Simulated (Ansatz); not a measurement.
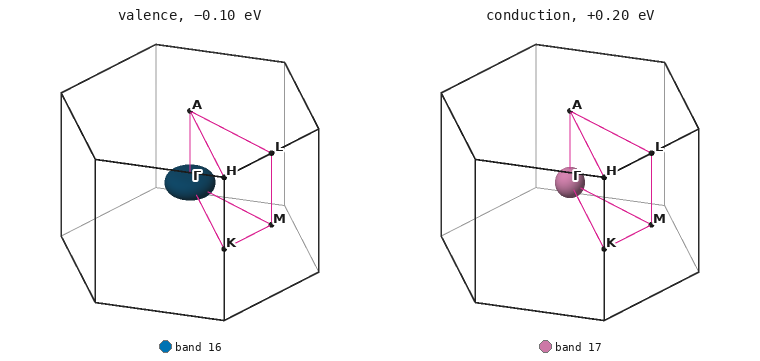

MgO (P6_3/mmc): constant-energy surfaces at both band edges (energies from each edge).

Method: DFT PBE, scalar-relativistic, plane waves, PAW; levels and slopes on a dense k mesh at the converged density in Ansatz 0.2.0. No spin polarisation. k mesh for the levels: 30×30×22. Unrelaxed database geometry (residual pressure 5 GPa). The cell comes from a database of computed structures, not from a measurement.

Masses come from a second pass at points close to the extrema; at the energies drawn a band may no longer be parabolic.

Question: What kind of gap has this crystal, and what size does the calculation give?

Answer: The gap is direct, 3.46 eV at this level of theory (semilocal functionals give gaps that are too small, and can reorder valleys that lie close).

Question: Give the valleys and their effective masses.

Answer: Valence band (extrema up to 0.10 eV from the edge): one maximum at Γ, principal masses 0.40, 2.03 and 2.03 mₑ. Band 16 forms the valence edge.
Conduction band (extrema up to 0.20 eV from the edge): one minimum at Γ, principal masses 0.34, 0.34 and 0.38 mₑ. Band 17 forms the conduction edge.

Time for the whole run: 47 s on 1 thread of Intel(R) Xeon(R) Platinum 8259CL CPU @ 2.50GHz (Skylake/Cascade Lake), with other jobs on the host, peak memory 0.75 GiB.
